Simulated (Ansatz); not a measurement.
# AlN (F-43m): refractive index against wavelength

The refractive index of AlN (F-43m) below the direct gap (4.19 eV on the mesh) is read from one computed spectrum, n = √(Re ε).

Symmetry: F-43m, No. 216, cubic system. The conventional cell has a = 4.368 Å, b = 4.368 Å, c = 4.368 Å, α = 90.00°, β = 90.00°, γ = 90.00°. Around Al on site a lie 4 N at 1.89 Å. N on site d has 4 Al at 1.89 Å as nearest neighbours.

Method: Ansatz 0.2.0, PBE, independent particles, k-mesh 14×14×14 with interpolation inside its cells, Gaussian parameter 0.1 eV.

Launch of the response step: `ansatz run input.yaml --threads 4 --pin off --max-ram 8192MiB --backend cpu --events-out ev --progress --plain --runs-dir out`. The run took 1 s, on 4 threads of AMD EPYC 9R45 96-Core Processor (Zen 5), with other jobs on the host.

| wavelength (nm) | photon energy E (eV) | n |
| --- | --- | --- |
| 1310 | 0.946 | 2.1858 |
| 1064 | 1.165 | 2.1920 |
| 850 | 1.459 | ? |
| 700 | 1.771 | 2.2169 |
| 633 | 1.959 | 2.2272 |
| 532 | 2.331 | 2.2520 |
| 450 | 2.755 | 2.2886 |

In the single-oscillator model n² − 1 = E₀E_d/(E₀² − E²), so 1/(n² − 1) = E₀/E_d − E²/(E₀E_d) is linear in E².

Working, on the rows shown:

| x = E² (eV²) | y = 1/(n² − 1) |
| --- | --- |
| 0.895757 | 0.26471 |
| 1.35784 | 0.262821 |
| 3.13716 | 0.255451 |
| 3.83641 | 0.252498 |
| 5.43137 | 0.245609 |
| 7.59115 | 0.235978 |

Means: x̄ = 3.7083, ȳ = 0.25284. Σ(x − x̄)(y − ȳ) = -0.1363, Σ(x − x̄)² = 31.82. Slope = -0.1363 / 31.82 = -0.004283; intercept = ȳ − slope · x̄ = 0.26873. Turned back into n, the line misses the rows shown by at most 0.00092.

Problem. Predict the last column of the withheld row from the fit.

Solution. At x = 2.1276 the line gives y = 0.25962, that is 2.2027. The run gave 2.2026, so the interpolation is off by 9.2e-05, 0.1 % of the range in the table.

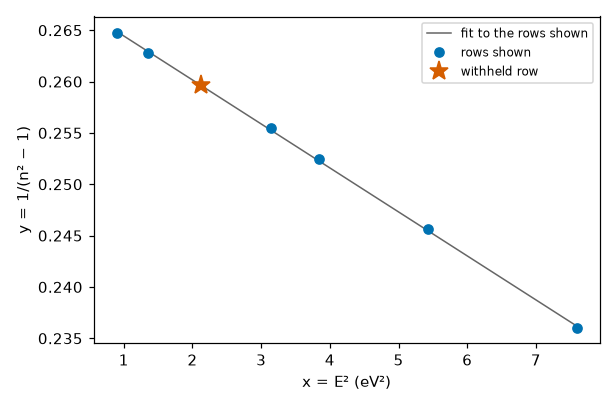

Refitted with all rows, the slope is -0.004285 and the intercept 0.26874. These give E₀ = √(intercept/−slope) = 7.92 eV and E_d = E₀/intercept = 29.5 eV; E₀ is 1.9 times the direct gap. The electronic limit at long wavelengths, without lattice vibrations, is n = √(1 + 1/intercept) = 2.173. Excitons are left out and so are local fields; PBE gaps are as a rule too small.
